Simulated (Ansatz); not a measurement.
Run report: ZrO₂, single-point calculation (part 1 of 2)

System: ZrO₂ (P4₂/nmc, 48 atoms in the cell).
Method: DFT PBE, scalar-relativistic, plane waves, PAW, no spin polarisation (Ansatz 0.2.0).

The structure derives from a Materials Project entry. It belongs to a series of runs on one base structure; here: the perfect crystal in a cell of 48 atoms.

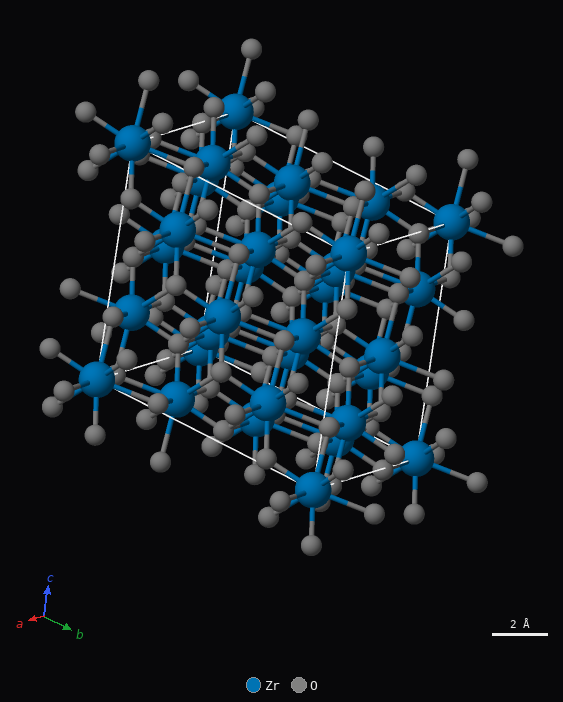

Fig. 1: The input geometry (ball-and-stick view of the cell of the calculation, seen slightly off an axis; bonded neighbours outside the cell are drawn too). An atom can appear more than once, as a periodic image.

## Input
```yaml
crystal:
  lattice:
    - [7.2420009765, 0.0, -5.282437799]
    - [0.0, 7.2420009765, 5.282437799]
    - [0.0, -7.2420009765, 5.282437799]
  atoms:
    - { symbol: Zr, position: [0.5, 0.5, 0.0] }
    - { symbol: Zr, position: [0.5, 0.25, 0.25] }
    - { symbol: Zr, position: [0.5, 0.75, 0.75] }
    - { symbol: Zr, position: [0.5, 0.0, 0.5] }
    - { symbol: Zr, position: [0.0, 0.25, 0.75] }
    - { symbol: Zr, position: [0.0, 0.5, 0.5] }
    - { symbol: Zr, position: [0.0, 0.0, 0.0] }
    - { symbol: Zr, position: [0.0, 0.75, 0.25] }
    - { symbol: Zr, position: [0.25, 0.75, 0.0] }
    - { symbol: Zr, position: [0.25, 0.5, 0.25] }
    - { symbol: Zr, position: [0.25, 0.0, 0.75] }
    - { symbol: Zr, position: [0.25, 0.25, 0.5] }
    - { symbol: Zr, position: [0.75, 0.5, 0.75] }
    - { symbol: Zr, position: [0.75, 0.75, 0.5] }
    - { symbol: Zr, position: [0.75, 0.25, 0.0] }
    - { symbol: Zr, position: [0.75, 0.0, 0.25] }
    - { symbol: O, position: [0.5, 0.7785946913, 0.0285946913] }
    - { symbol: O, position: [0.5, 0.5285946913, 0.2785946913] }
    - { symbol: O, position: [0.5, 0.0285946913, 0.7785946913] }
    - { symbol: O, position: [0.5, 0.2785946913, 0.5285946913] }
    - { symbol: O, position: [0.0, 0.5285946913, 0.7785946913] }
    - { symbol: O, position: [0.0, 0.7785946913, 0.5285946913] }
    - { symbol: O, position: [0.0, 0.2785946913, 0.0285946913] }
    - { symbol: O, position: [0.0, 0.0285946913, 0.2785946913] }
    - { symbol: O, position: [0.0, 0.7785946913, 0.0285946913] }
    - { symbol: O, position: [0.0, 0.5285946913, 0.2785946913] }
    - { symbol: O, position: [0.0, 0.0285946913, 0.7785946913] }
    - { symbol: O, position: [0.0, 0.2785946913, 0.5285946913] }
    - { symbol: O, position: [0.5, 0.5285946913, 0.7785946913] }
    - { symbol: O, position: [0.5, 0.7785946913, 0.5285946913] }
    - { symbol: O, position: [0.5, 0.2785946913, 0.0285946913] }
    - { symbol: O, position: [0.5, 0.0285946913, 0.2785946913] }
    - { symbol: O, position: [0.25, 0.7214053087, 0.2214053087] }
    - { symbol: O, position: [0.25, 0.4714053087, 0.4714053087] }
    - { symbol: O, position: [0.25, 0.9714053087, 0.9714053087] }
    - { symbol: O, position: [0.25, 0.2214053087, 0.7214053087] }
    - { symbol: O, position: [0.75, 0.4714053087, 0.9714053087] }
    - { symbol: O, position: [0.75, 0.7214053087, 0.7214053087] }
    - { symbol: O, position: [0.75, 0.2214053087, 0.2214053087] }
    - { symbol: O, position: [0.75, 0.9714053087, 0.4714053087] }
    - { symbol: O, position: [0.25, 0.7214053087, 0.7214053087] }
    - { symbol: O, position: [0.25, 0.4714053087, 0.9714053087] }
    - { symbol: O, position: [0.25, 0.9714053087, 0.4714053087] }
    - { symbol: O, position: [0.25, 0.2214053087, 0.2214053087] }
    - { symbol: O, position: [0.75, 0.4714053087, 0.4714053087] }
    - { symbol: O, position: [0.75, 0.7214053087, 0.2214053087] }
    - { symbol: O, position: [0.75, 0.2214053087, 0.7214053087] }
    - { symbol: O, position: [0.75, 0.9714053087, 0.9714053087] }
basis:
  ecutwfc: 420
  xc_grid: 2
kpoints:
  mp_grid: { grid: [2, 2, 2], shift: [0.5, 0.5, 0.5] }
hamiltonian:
  xc: pbe
scf:
  occupations: { method: gaussian, width: 0.01 }
output:
  forces: true
  stress: true
  eigenvalues: true
  write_density: true
  write_potential: true
  elf: true
  volumetric_format: npy
```

Run as:
```bash
ansatz run input.yaml --threads 4 --pin off --max-ram 10240MiB --backend cpu --events-out ev --progress --plain --runs-dir out
```

## Log
```
Engine: ansatz 0.2.0, x86_64-unknown-linux-gnu
Pseudopotentials: kind: paw
Pseudopotential: Zr, paw, valence charge 12, recommended cutoff 420 eV (normal), Zr.paw.azcp
Pseudopotential: O, paw, valence charge 6, recommended cutoff 420 eV (normal), O.paw.azcp
Functional definition: PBE
  parameter kappa = 0.804
  parameter beta = 0.06672455060314922
  exchange = pbe_x(kappa = kappa, mu = beta*pi^2/3)
  correlation = pbe_c(beta = beta)
Crystal: 48 atoms, lattice volume = 554.092 Å³
Basis set: ecut = 420 eV, 10793 PW (Γ), exchange–correlation on 120×120×120 points (8 copies of the dense FFT grid, shifted against one another)
Bands: 240, of which v1, the nominal top of the filled ones, is band 192 counted from 1 (191 counted from 0)
Symmetry: 128 space group operations
Space group: P42/nmc (ITA 137), of the structure as read, at distance tolerance 8.2e-5 Å
k-points: 3 of 8
Non-local potential: Zr, projectors of the file, l = 0: 3, l = 1: 2, l = 2: 2, l = 3: 2
Non-local potential: O, projectors of the file, l = 0: 2, l = 1: 2, l = 2: 1
PAW form: soft (Blöchl's): semilocal exchange-correlation on the pseudo side does not see the compensation charge
PAW one-centre angular grid: Zr, 590 points (default); XC on 64 Gauss nodes
PAW one-centre angular grid: O, 110 points (default); XC on 64 Gauss nodes
Initial density: superposition of atomic densities (neutral atoms: chi_scale 0, normalization atom), corrected by the library's trained network
Initial wavefunctions: pseudopotential atomic-orbital guess
Functional: x = pbe(κ = 0.804, μ = 0.2195149727645171), c = pbe(β = 0.06672455060314922)
SCF iter   1: F=—  HF=-85182.780687 eV  |F-HF|=—  |Δ(HF+E_count)|=         —  Δρ=3.10e-3  dr2=1.21e-2  ethr=1.77e-3  ⟨swp⟩=5.0  Hψ=2698  notcnv=0  defer=43
preconditioner: auto → Resta (q_TF=auto, 2.567 Å⁻¹)  ε∞=4.2  [insulator: Δε(μ)=4.223 eV  Ē_g=16.618 eV  σ=0.010 eV  W_gap=1.00  n_scr=156 (ndim 8)  ℏωp=29.6 eV  f_vac=0.018  D(μ)=0.00/eV (n_scr^D=0)  ε∞_Penn≈4.2]
SCF iter   2: F=—  HF=-85182.779141 eV  |F-HF|=—  |Δ(HF+E_count)|=   1.55e-3  Δρ=1.61e-3  dr2=3.44e-3  ethr=3.16e-6  ⟨swp⟩=2.0  Hψ=1439  notcnv=0  defer=109
SCF iter   3: F=—  HF=-85182.781422 eV  |F-HF|=—  |Δ(HF+E_count)|=   2.28e-3  Δρ=2.78e-4  dr2=2.71e-4  ethr=8.96e-7  ⟨swp⟩=2.0  Hψ=1030  notcnv=0  defer=109
SCF iter   4: F=—  HF=-85182.781431 eV  |F-HF|=—  |Δ(HF+E_count)|=   9.12e-6  Δρ=8.92e-5  dr2=3.08e-5  ethr=7.06e-8  ⟨swp⟩=2.0  Hψ=995  notcnv=0  defer=109
SCF iter   5: F=—  HF=-85182.779512 eV  |F-HF|=—  |Δ(HF+E_count)|=   1.92e-3  Δρ=2.24e-5  dr2=2.18e-6  ethr=8.02e-9  ⟨swp⟩=2.0  Hψ=995  notcnv=0  defer=109
SCF iter   6: F=—  HF=-85182.779515 eV  |F-HF|=—  |Δ(HF+E_count)|=   2.46e-6  Δρ=7.82e-6  dr2=2.53e-7  ethr=5.67e-10  ⟨swp⟩=2.0  Hψ=897  notcnv=0  defer=109
SCF iter   7: F=-85182.779515 eV  HF=-85182.779515 eV  |F-HF|=1.07e-8  |Δ(HF+E_count)|=   2.98e-7  Δρ=1.03e-6  dr2=7.24e-9  ethr=2.60e-11  ⟨swp⟩=14.3  Hψ=4685  notcnv=0
SCF 1 converged in 7 iterations: F = -85182.779515 eV  dr2 = 7.24e-9
  greatest PAW one-centre occupation: 0.995 electrons in one spin orbital (limit 2), on the Zr atom at site 7 (counted from 0), in its partial waves of l = 0
SCF converged after 7 iterations
Free energy (F): -85182.779515 eV
Harris-Foulkes:  -85182.779515 eV  (|F-HF|=1.07e-8)
Internal energy: -85182.779515 eV  (E = F + TS)
E sigma→0 (E₀):  -85182.779515 eV
Fermi energy:    12.799299 eV
--- Per-component energies (eV) ---
  E_band       = -1301.909209
  E_kinetic    = 10978.877395
  E_local      = -19135.865191  (includes V_loc(G=0)·N_el)
  E_nonlocal   = 2744.168286
  E_hartree    = 6312.193299
  E_xc         = -4983.491760
  E_vxc        = -6114.326776  (∫ρ·V_xc dr)
  E_paw        = -52301.345205  (= ΣΔE_a)
  E_vpaw       = -2399.234950  (= ΣTr[D̂ρ^β])
  E_aug_tail   = 0.080322  (compensation charges beyond the density's cutoff)
  E_ewald      = -28797.396661
  E_smearing   = -0.000000  (= −TS)
  E_closure    = 0.000000  (closes the sum)
  Σ components = -85182.779515   (vs F -85182.779515, Δ=0.00e0)
--- Forces (eV/Å), atoms counted from 1 ---
  atom   1  Zr    -0.00000000     0.00000000     0.00000000
  atom   2  Zr     0.00000000     0.00000000     0.00000000
  atom   3  Zr     0.00000000     0.00000000     0.00000000
  atom   4  Zr    -0.00000000     0.00000000     0.00000000
  atom   5  Zr    -0.00000000     0.00000000     0.00000000
  atom   6  Zr    -0.00000000    -0.00000000    -0.00000000
  atom   7  Zr     0.00000000     0.00000000     0.00000000
  atom   8  Zr    -0.00000000     0.00000000    -0.00000000
  atom   9  Zr     0.00000000     0.00000000    -0.00000000
  atom  10  Zr     0.00000000     0.00000000     0.00000000
  atom  11  Zr    -0.00000000     0.00000000     0.00000000
  atom  12  Zr    -0.00000000     0.00000000    -0.00000000
  atom  13  Zr    -0.00000000    -0.00000000     0.00000000
  atom  14  Zr    -0.00000000     0.00000000    -0.00000000
  atom  15  Zr     0.00000000     0.00000000    -0.00000000
  atom  16  Zr    -0.00000000     0.00000000     0.00000000
  atom  17  O      0.00000000     0.00000000     0.00069227
  atom  18  O      0.00000000    -0.00000000     0.00069227
  atom  19  O     -0.00000000    -0.00000000     0.00069227
  atom  20  O      0.00000000     0.00000000     0.00069227
  atom  21  O      0.00000000    -0.00000000     0.00069227
  atom  22  O      0.00000000    -0.00000000     0.00069227
  atom  23  O      0.00000000    -0.00000000     0.00069227
  atom  24  O      0.00000000     0.00000000     0.00069227
  atom  25  O      0.00000000    -0.00000000     0.00069227
  atom  26  O     -0.00000000    -0.00000000     0.00069227
  atom  27  O     -0.00000000     0.00000000     0.00069227
  atom  28  O      0.00000000    -0.00000000     0.00069227
  atom  29  O      0.00000000    -0.00000000     0.00069227
  atom  30  O      0.00000000    -0.00000000     0.00069227
  atom  31  O      0.00000000    -0.00000000     0.00069227
  atom  32  O     -0.00000000     0.00000000     0.00069227
  atom  33  O      0.00000000    -0.00000000    -0.00069227
  atom  34  O     -0.00000000    -0.00000000    -0.00069227
  atom  35  O     -0.00000000    -0.00000000    -0.00069227
  atom  36  O      0.00000000    -0.00000000    -0.00069227
  atom  37  O      0.00000000     0.00000000    -0.00069227
  atom  38  O     -0.00000000     0.00000000    -0.00069227
  atom  39  O      0.00000000     0.00000000    -0.00069227
  atom  40  O      0.00000000    -0.00000000    -0.00069227
  atom  41  O      0.00000000     0.00000000    -0.00069227
  atom  42  O      0.00000000     0.00000000    -0.00069227
  atom  43  O     -0.00000000    -0.00000000    -0.00069227
  atom  44  O     -0.00000000    -0.00000000    -0.00069227
  atom  45  O      0.00000000     0.00000000    -0.00069227
  atom  46  O      0.00000000    -0.00000000    -0.00069227
  atom  47  O      0.00000000     0.00000000    -0.00069227
  atom  48  O      0.00000000    -0.00000000    -0.00069227
  max |Σ_I F_I| component: 1.08e-19 eV/Å
--- Stress (GPa, compression-positive) ---
       -0.000010       0.000000       0.000000
        0.000000      -0.000010       0.000000
       -0.000000      -0.000000       0.019663
  P = ⅓ Tr σ = 0.0065 GPa (0.065 kbar)
--- Band table (eV) ---
```
